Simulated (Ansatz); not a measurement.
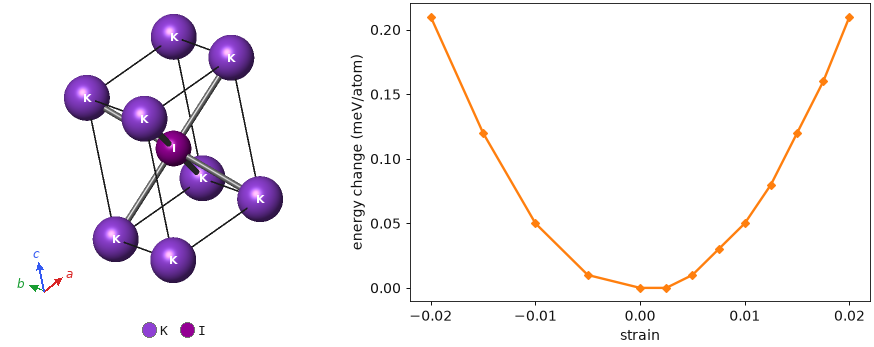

The picture above shows the energy change against strain for KI, space group Fm-3m (No. 225). The cell is drawn beside the plot.

The given structure:
```
CELL_PARAMETERS angstrom
0.00000 3.52455 3.52455
3.52455 0.00000 3.52455
3.52455 3.52455 0.00000
ATOMIC_POSITIONS crystal
K 0.00000 0.00000 0.00000
I 0.50000 0.50000 0.50000
```

Calculation (Ansatz 0.2.0): homogeneous strain of a crystal along one Voigt pattern with engineering shear, fractional coordinates fixed, by plane-wave density functional theory with PAW datasets, free energies less that of the undisturbed cell; scalar-relativistic. Level: PBE, no spin polarisation.

```tsv
setting	value
wave cutoff	420 eV
k mesh	6×6×6
occupations	Gaussian
smearing width	0.05 eV
k shift	(0, 0, 0) (mesh steps)
start	as given
strain pattern	(0, 0, 0, 0, 1, 0) (xx yy zz yz xz xy with engineering shear)
```

The points at strain −0.015, −0.005, 0.01 and 0.02 follow from computed ones by symmetry.

### Where does the curve of the energy change have its lowest point?

The lowest computed point is at strain 0.0000 (0.00 meV/atom), in a single well.

### Which elastic constant follows from the slope of the stress, and how large is it?

The slope of stress against strain at the start, which at zero pressure is the clamped-ion constant C55, is 3.5 GPa.

Caveats: reference crystal is not relaxed.
